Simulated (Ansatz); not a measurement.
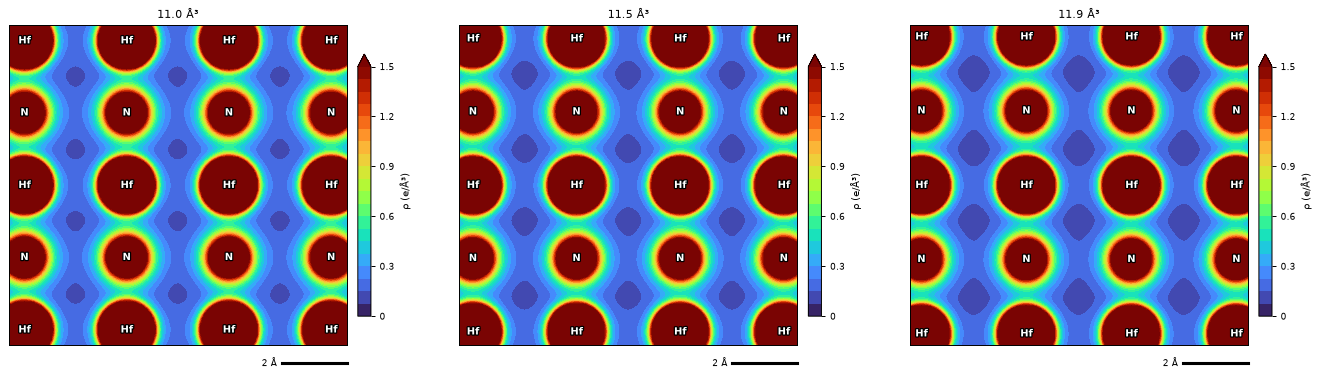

HfN. The valence electron density of cells scaled evenly to different volumes (given per atom above each panel), on the (011̄) plane of each (indices in the axes of the cell below), at one length scale and on one colour scale.

Theory: Kohn-Sham DFT of a periodic cell, LDA, Ansatz PAW in Ansatz.

Core electrons are frozen (PAW), and the valence fields are smoothed inside the atomic spheres.

The largest cell:

```cif
data_structure
_symmetry_space_group_name_H-M 'P 1'
_symmetry_Int_Tables_number 1
_cell_length_a 3.2325
_cell_length_b 3.2325
_cell_length_c 3.2325
_cell_angle_alpha 60.000
_cell_angle_beta 60.000
_cell_angle_gamma 60.000
_cell_volume 23.88
loop_
_atom_site_label
_atom_site_type_symbol
_atom_site_fract_x
_atom_site_fract_y
_atom_site_fract_z
_atom_site_occupancy
Hf1 Hf 0.00000 0.00000 0.00000 1
N1 N 0.50000 0.50000 0.50000 1
```

| volume (Å³/atom) | Hf–N contact in the plane (Å) | ρ at its midpoint (e/Å³) | pressure (GPa) | 
| --- | --- | --- | --- |
| 11.02 | 2.226 | 0.562 | 3.5 | 
| 11.25 | 2.241 | ? | ? | 
| 11.48 | 2.256 | 0.522 | −8.3 | 
| 11.94 | 2.286 | 0.487 | −17.8 | 

### What values belong in the row with question marks?

Over the known rows ln ρ falls by 2.39 per Å of Hf–N distance (a least-squares line), which gives 0.542 e/Å³ at 2.241 Å; the calculation gives 0.542 e/Å³. For the pressure, a straight line in volume between the neighbouring rows gives −2.4 GPa; the calculation gives −2.7.
